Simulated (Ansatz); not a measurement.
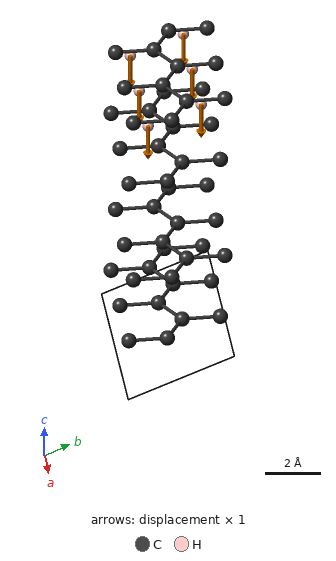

A constrained relaxation of a slab of composition HC8 (cut from the Fmmm phase). The starting structure is drawn; orange arrows show the displacements, at their true length.

A ball-and-stick model of the 3 × 2 repeat of the cell, outlined in the plane, without the vacuum, seen from a free direction.

Case: H put at a hollow C-C site. The slab is the (0 0 1) face of C with H on it. 4 atoms are held fixed.

The calculation used Ansatz 0.2.0, DFT PBE+D3(BJ), scalar-relativistic, plane waves, PAW. Settings: plane-wave cutoff 420 eV; k-point mesh 12 × 12 × 1; occupations gaussian; smearing width 0.1 eV; no spin polarisation; dipole correction; atoms relaxed in a fixed cell; force threshold 0.03 eV/Å; at most 70 steps.

### Atoms of which element are displaced furthest, and by how much?

Hydrogen: up to 1.45 Å, against 0.21 Å for carbon.

### What did the optimiser do to the structure, and how much energy did it gain?

Over 13 geometry steps the energy falls by 1.285 eV per cell of the calculation. Largest force component: 2.3 eV/Å at the start, 0.00053 eV/Å at the end. The H atom moves most: 1.45 Å along the normal (−c). Largest moves by element: H 1.45 Å, C 0.21 Å. The cell stays as it was. Some distances before and after: C–H 2.541 → 1.315 Å, C–C 1.423 → 1.453 Å, C–C 1.423 → 1.409 Å. New bonds form, among them: C–H (2.54 → 1.31 Å). Among the angles between lasting bonds that change: C–C–C 120.0° → 122.1°. The run took 5.4 min on 2 threads of Intel(R) Xeon(R) Processor @ 2.50GHz (Skylake/Cascade Lake), on a shared host, peak memory 0.52 GiB.

Limits of the set-up: the periodic images lie only 2.5 Å apart, so the values are limited by the cell's size.
